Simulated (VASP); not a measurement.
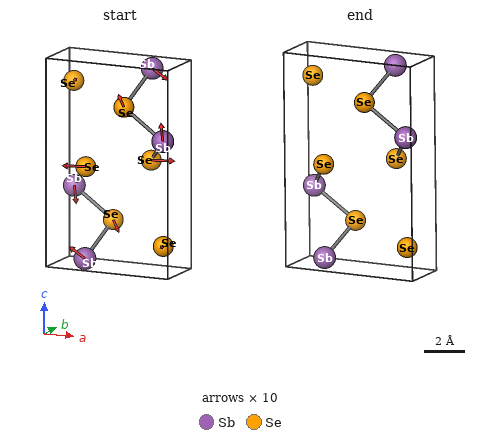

The structure of a crystal of Sb2Se3 (a generated structure, set up in P2_1/m) before (left) and after (right) a relaxation, at one scale. The red arrows give the displacements (the part carried along by the change of the cell is left out), magnified 10 times.

A ball-and-stick model of the cell of the calculation, seen slightly off an axis.

The run lets cell and atoms move.

Level of theory: Kohn-Sham DFT of a periodic cell, PBE, VASP PAW PBE potentials, recommended in VASP.

Input file:
```
SYSTEM = Sb2Se3
  ALGO = Fast
  EDIFF = 1E-4
  EDIFFG = -0.08
  ENCUT = 520
  GGA = PE
  IBRION = 2
  ISIF = 3
  ISMEAR = 0
  LASPH = .TRUE.
  LCHARG = .FALSE.
  LREAL = Auto
  LWAVE = .FALSE.
  NELM = 60
  NSW = 24
  PREC = Normal
  SIGMA = 0.15
```

Command:
```bash
cat potpaw_PBE.64/Sb/POTCAR potpaw_PBE.64/Se/POTCAR > POTCAR
mpirun -np 1 vasp_std > vasp.out
```

**Summarise the run.**

The largest moves relative to the cell, 0.13 Å, are those of Se atoms. By element the largest moves are Se 0.13 Å, Sb 0.11 Å. The drawn cell changes as follows: a 6.500 → 6.770 Å (+4.1 %), b 3.980 → 4.041 Å (+1.5 %), c 10.720 → 11.010 Å (+2.7 %), β 93.2° → 94.5°; the volume changes by +8.4 %. Some distances before and after: Sb–Se 2.665 → 2.788 Å, Sb–Se 3.008 → 3.120 Å, Sb–Se 3.006 → 3.049 Å, Sb–Se 2.677 → 2.712 Å. Bond angles that change, for instance: Sb–Se–Sb 85.9° → 91.0°, Se–Sb–Se 94.1° → 89.0°, Sb–Se–Sb 98.6° → 94.6°. The space group stays P2_1/m (No. 11). Over 12 geometry steps the energy falls by 34.2 meV per atom. The largest force component goes from 0.66 to 0.075 eV/Å. The pressure goes from 3.27 to −0.03 GPa.
